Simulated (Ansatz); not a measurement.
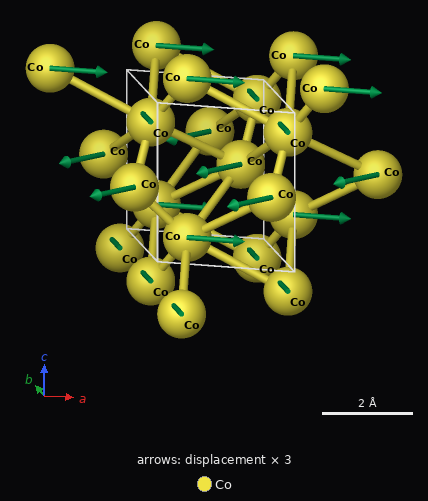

A relaxation of crystalline Co (built on the Se_154 type) (coarse preliminary run). The starting structure is drawn; green arrows show the displacements (the part carried along by the change of the cell is left out), 3 times their true length.

The picture is a ball-and-stick view of the cell of the calculation, seen slightly off an axis.

Case: Se type (P3_221, No. 154).

The calculation used DFT PBE, scalar-relativistic, plane waves, PAW in Ansatz 0.2.0. Settings: plane-wave cutoff 420 eV; k-point mesh 6 × 6 × 6; occupations gaussian; smearing width 0.1 eV; no spin polarisation; cell and atoms relaxed; force threshold 0.04 eV/Å; at most 70 steps.

Question: What did the optimiser do to the structure, and how much energy did it gain?

Answer: Over 16 accepted moves (18 points after the start) the energy falls by 2398 meV per atom. The largest force component goes from 14 to under 0.0001 eV/Å. Pressure: 91.18 GPa at the start and 0.20 GPa at the end. At 2 points the geometry stayed and the basis and grid were re-selected for the new cell (energy shift of 96.3 meV per atom at most each time). The largest moves relative to the cell, 0.45 Å, are those of Co atoms. Cell: a = b 3.227 → 3.900 Å (+20.9 %), c 3.667 → 2.403 Å (−34.5 %). Volume −4.3 %. Some distances before and after: Co–Co 3.667 → 2.403 Å, Co–Co 1.722 → 2.390 Å, Co–Co 2.569 → 2.390 Å. Bond angles that change, for instance: Co–Co–Co 104.8° → 70.6°, Co–Co–Co 77.8° → 109.4°, Co–Co–Co 99.9° → 70.6°. The space group (tolerance 0.01 Å) goes from P3_221 (No. 154) to R-3m (No. 166).
